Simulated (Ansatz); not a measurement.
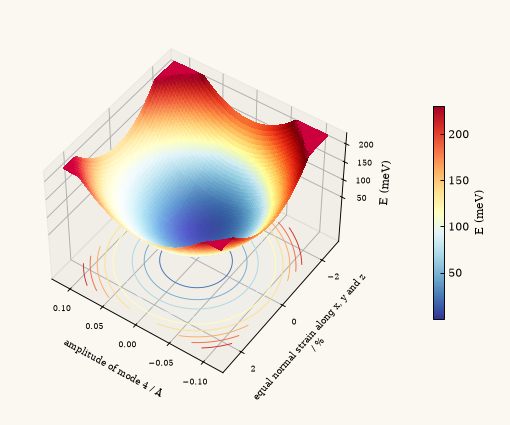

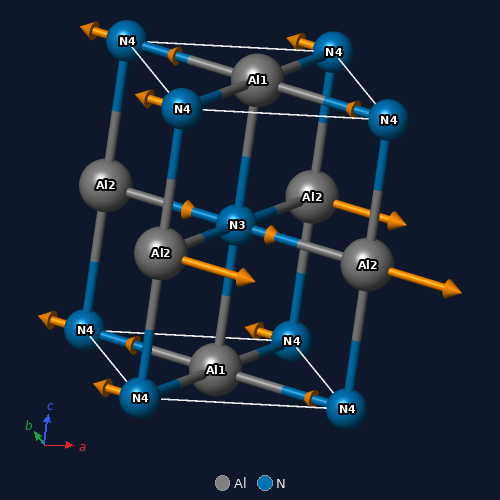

Energy landscape of AlN (Fm-3m, No. 225; 4 atoms in the cell). The energy is mapped over a normal mode and a strain (zone-centre modes of the 4-atom cell of this scan, which folds in the wave vector (0, 1/2, 1/2) of the primitive cell) (x, y and z along the cube axes). Coordinates scanned: (1) amplitude of mode 4 (334 cm⁻¹), largest displacement in the unstrained cell; (2) equal normal strain along x, y and z. Nothing is relaxed (the pattern is fixed in fractional coordinates). The grid has 11 × 7 points; 42 points were computed and 35 follow by symmetry. Points are written as (first, second). All energies are given in meV per cell relative to the lowest grid point. Theory: Ansatz 0.2.0, DFT LDA, scalar-relativistic, plane waves, PAW. Settings: cutoff 520 eV, k-mesh 8×8×6 in the order of the run's cell vectors, gaussian smearing 0.05 eV, no spin polarisation.

The picture shows a relief with its contours projected below, any walls above the top of the colour scale cut off. Between grid points the surface is interpolated. The second picture is the structure at the lowest point

Question: Describe this landscape.

Answer: The lowest grid point is at (0.000 Å, 0.00 %). It is the only kind of minimum in the scanned range. The highest grid point, (−0.112 Å, −2.50 %), lies 340 meV above the lowest. The gap on the k-mesh is 4.7 eV at the lowest point and runs from 3.9 to 5.1 eV over the map.

The input of one point:

```yaml
crystal:
  lattice:
    - [0.0, -2.0055201245, -2.0055201245]
    - [0.0, 2.0055201245, -2.0055201245]
    - [4.0110402489, 0.0, 0.0]
  atoms:
    - { symbol: Al, position: [0.5, 0.5, 0.0] }
    - { symbol: Al, position: [0.0, 0.0, 0.5] }
    - { symbol: "N", position: [0.5, 0.5, 0.5] }
    - { symbol: "N", position: [0.0, 1.0, 0.0] }
basis:
  ecutwfc: 520.0
kpoints:
  mp_grid: { grid: [8, 8, 6] }
hamiltonian:
  xc: lda
scf:
  occupations: { method: gaussian, width: 0.05 }
output:
  forces: true
  stress: true
  eigenvalues: true
```

Each point was launched as `ansatz run input.yaml --threads 1 --pin off --max-ram 2048MiB --backend cpu --events-out ev --progress --plain --runs-dir out`. The whole map (42 points run) took 3.4 min on 1 thread of Arm Neoverse N1, with other jobs on the host.
